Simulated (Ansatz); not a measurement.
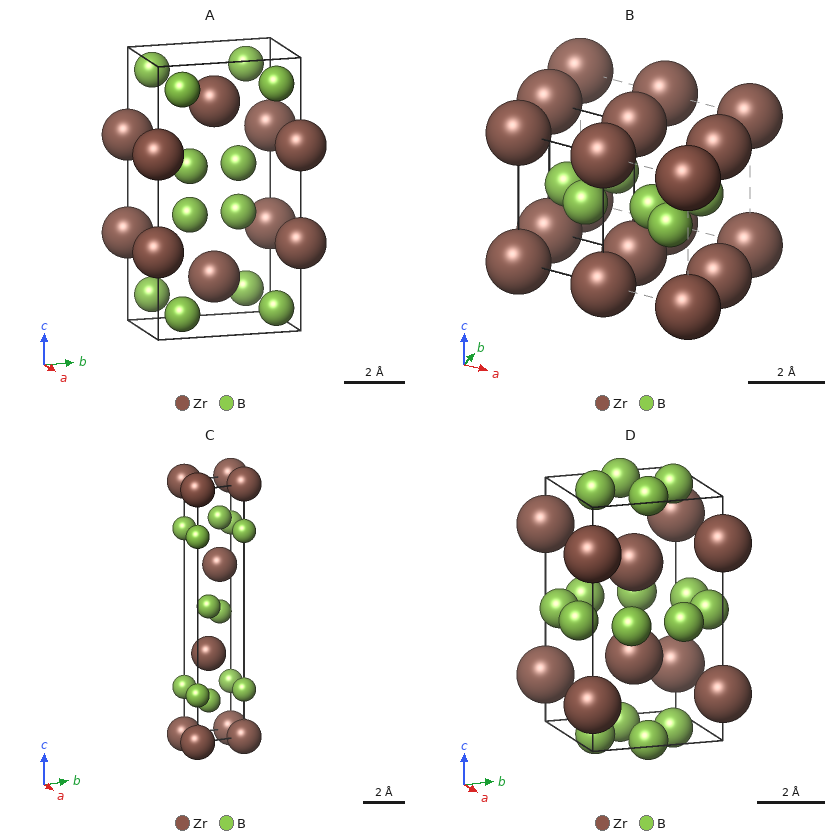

Four structures of ZrB2, each relaxed to rest (conventional cells in solid outline, small ones repeated, each panel with its own scale). Method: Ansatz, DFT PBE, scalar-relativistic, plane waves, PAW, without spin polarisation.

### Give the type and space group of each panel.

A: 12 atoms a cell on a body-centred orthorhombic lattice, Immm; B: AlB₂ type, P6/mmm; C: 9 atoms a cell on a rhombohedral (trigonal R) lattice, R-3m; D: 12 atoms a cell on a body-centred tetragonal lattice, I4/mmm.

### Rank them by energy, lowest first.

B, then D (+481 meV/atom), C (+900 meV/atom) and A (+1137 meV/atom), energies at zero smearing.

### Collect the results in a table.

| panel | structure | E − E(lowest) (meV/atom) | volume (Å³/atom) | gap (eV) |
| --- | --- | --- | --- | --- |
| B | P6/mmm | 0 | 10.3 | metal |
| D | I4/mmm | 481 | 10.9 | metal |
| C | R-3m | 900 | 12.0 | metal |
| A | Immm | 1137 | 13.4 | metal |

Some of these may be structure types tried for this composition rather than known phases, and the most stable form need not be among them. Gaps are taken on the k-mesh or band path of each run.
